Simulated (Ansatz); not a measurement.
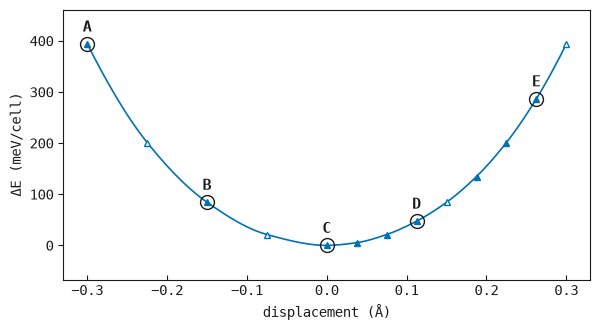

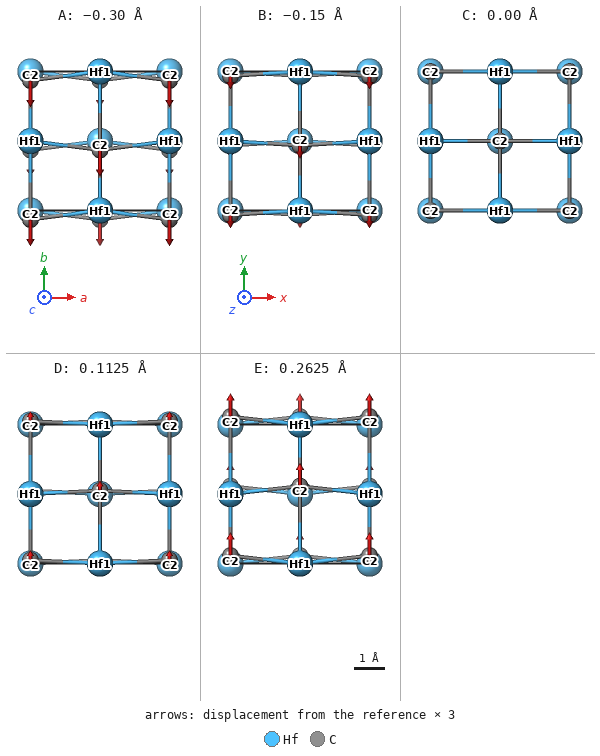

Crystalline HfC (Fm-3m): the whole C sublattice is shifted rigidly, along Cartesian [0 1 0], all else fixed. The lettered frames are marked on the plot. Hollow markers are points alike by symmetry, not computed again. Style: ball-and-stick. Shown: the conventional cell (4 times the calculation's cell), along the c axis. Red arrows: displacements from the reference. Lengths and directions refer to the drawn axes.

Computed with DFT PBEsol, scalar-relativistic, plane waves, PAW (Ansatz). Set-up: plane-wave cutoff 420 eV; k-point mesh 18 × 18 × 18; occupations gaussian; smearing width 0.15 eV; no spin polarisation. Energies (free energies at the smearing named) are counted from the cell as listed in its source, which wasn't relaxed.

What does the scan show?

The lowest computed point lies at the displacement 0.00 Å (0 meV/cell). The end points stand at 394 meV/cell (−0.30 Å) and 394 meV/cell (0.30 Å). The curvature at zero is about 7.6 eV/Å² per cell. The well is symmetric. At the highest point the shortest interatomic distance is 2.02 Å, against 2.33 Å in the reference. The distortion takes the space group from Fm-3m to I4mm.

The computed points:

| displacement (Å) | ΔE (meV/cell) |
| --- | --- |
| −0.3000 | 394 |
| −0.2250 | 201 |
| −0.1500 | 84 |
| −0.0750 | 21 |
| 0.0000 | 0 |
| 0.0375 | 5 |
| 0.0750 | 21 |
| 0.1125 | 47 |
| 0.1500 | 84 |
| 0.1875 | 135 |
| 0.2250 | 201 |
| 0.2625 | 287 |
| 0.3000 | 394 |

Points that are alike by symmetry were computed once.
